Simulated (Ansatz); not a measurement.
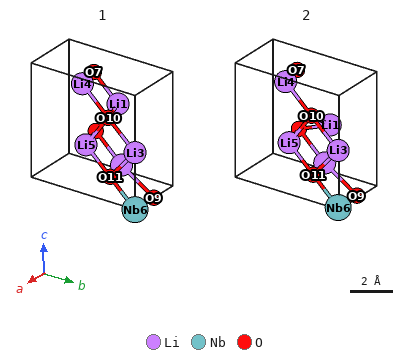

Two geometries of crystalline Li₅NbO₅ (set up in P1), drawn at one scale. One is the start of a relaxation, the other its converged end. The picture is a ball-and-stick view of the cell of the calculation, reduced to other axes, seen slightly off an axis. Lengths and directions refer to the drawn axes.

Theory: DFT PBEsol, scalar-relativistic, plane waves, PAW (Ansatz 0.2.0). (plane-wave cutoff 420 eV; k-point mesh 6 × 6 × 4; occupations gaussian; smearing width 0.05 eV; no spin polarisation; cell and atoms relaxed; force threshold 0.01 eV/Å; at most 80 steps)

> Which of the two is the end point?

Structure 1 is the relaxed one. The energy falls by 164 meV per atom in 8 accepted moves (9 points after the start). The largest force component goes from 1.7 to 0.0015 eV/Å. The pressure goes from 0.27 to 0.01 GPa. At 1 point the geometry stayed and the basis and grid were re-selected for the new cell (energy shift of less than 0.05 meV per atom at most each time). The atom that moves furthest is a Li atom (1.09 Å along [−1 −1 1]). Largest moves by element: Li 1.09 Å, O 0.11 Å, Nb 0.11 Å. The lattice vectors keep their values. Near-neighbour distances that change, for instance: Li–O 3.096 → 1.926 Å, Li–Li 2.249 → 3.189 Å, Li–Li 2.129 → 3.066 Å, Li–O 2.473 → 2.063 Å. New bonds form, among them: Li–O (3.10 → 1.93 Å). Among the angles between lasting bonds that change: Li–O–Li 64.8° → 99.7°, Li–O–Li 115.8° → 80.8°, Li–O–Li 113.8° → 80.3°. The space group (tolerance 0.01 Å) goes from P1 (No. 1) to C2/m (No. 12).
